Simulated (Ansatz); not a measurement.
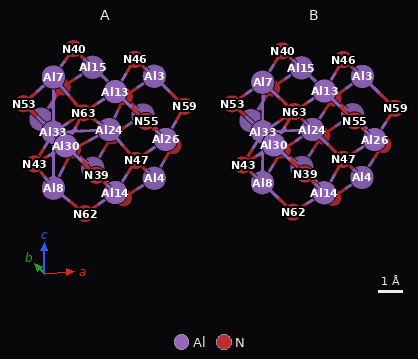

Two geometries of a defect cell of composition Al₃₃N₃₂, drawn at one scale. One is the start of a relaxation, the other its converged end. Style: ball-and-stick. Shown: the atoms within 4.2 Å of the atom that moves most (axes of the cell of the calculation (origin shifted)), slightly off an axis.

The calculation used DFT, PBEsol, PAW, plane waves in Ansatz 0.2.0. (plane-wave cutoff 420 eV; k-point mesh 1 × 1 × 1; mesh shifted by (0.25, 0.25, 0.25); collinear spin; atoms relaxed in a fixed cell; force threshold 0.03 eV/Å; at most 80 steps)

> Which one is relaxed?

Structure A is the relaxed one. The energy falls by 4.196 eV per cell of the calculation in 5 geometry steps. Largest force component: 5.9 eV/Å at the start, 0.0087 eV/Å at the end. The largest move is that of an Al atom, 0.25 Å roughly along +a. Largest moves by element: Al 0.25 Å, N 0.12 Å. The cell stays as it was. Some distances before and after: Al–Al 2.156 → 2.420 Å, Al–Al 2.212 → 2.427 Å, Al–N 1.873 → 2.025 Å, Al–N 1.893 → 2.029 Å. Among the angles between lasting bonds that change: N–Al–N 112.2° → 95.4°, N–Al–N 108.2° → 120.9°, Al–N–Al 112.1° → 102.5°. The program noted that the starting moments weren't kept. Cost: 5 s on 1 × NVIDIA GB200 with 8 threads of Arm Neoverse-V2, peak memory 1.7 GiB.
